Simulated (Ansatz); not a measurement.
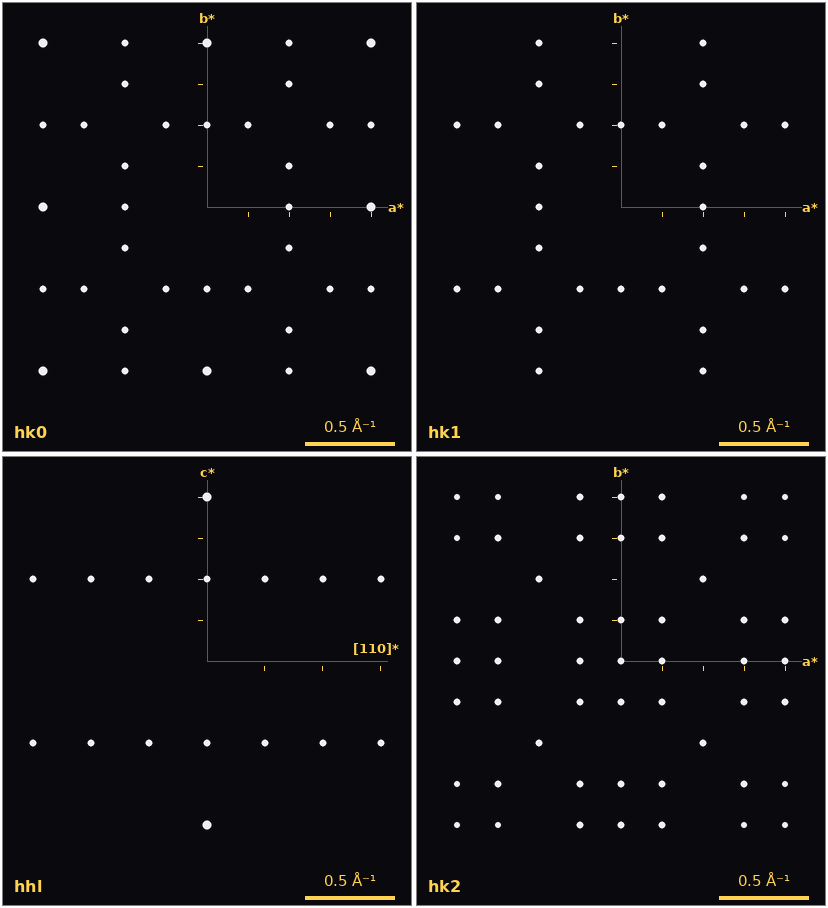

Simulated precession-type sections (neutrons; kinematic intensities, B = 0.5 Å²). The ticks mark integer indices of the conventional cell.

> What cell do the layers give?

a* = 0.231, b* = 0.231, c* = 0.231 Å⁻¹; the cell is cubic with a = 4.33 Å.

> Which reflection conditions do the layers show?

Reflections are present only under these conditions. hkl: no condition; hk0: no condition; hhl: l = 2n; h00: h = 2n. The lattice is primitive (P). Further gaps, such as 0 4 1, 4 0 1, 1 4 0, come from atoms on special positions, not from the group's general conditions. A few very weak reflections are below the display threshold.

> Which space groups fit?

The intensities have Laue symmetry m-3m (the hk0 layer shows 4mm, hk1 shows 4mm). With these conditions the candidates are P-43n (No. 218), Pm-3n (No. 223). Diffraction geometry alone does not choose among them; the structure has Pm-3n. The compound is Co. Structure: coordinates from a relaxation with DFT, PBEsol, plane waves (420 eV) with PAW, scalar-relativistic in Ansatz; the starting structure was generated, so it need not be a known form of this composition.
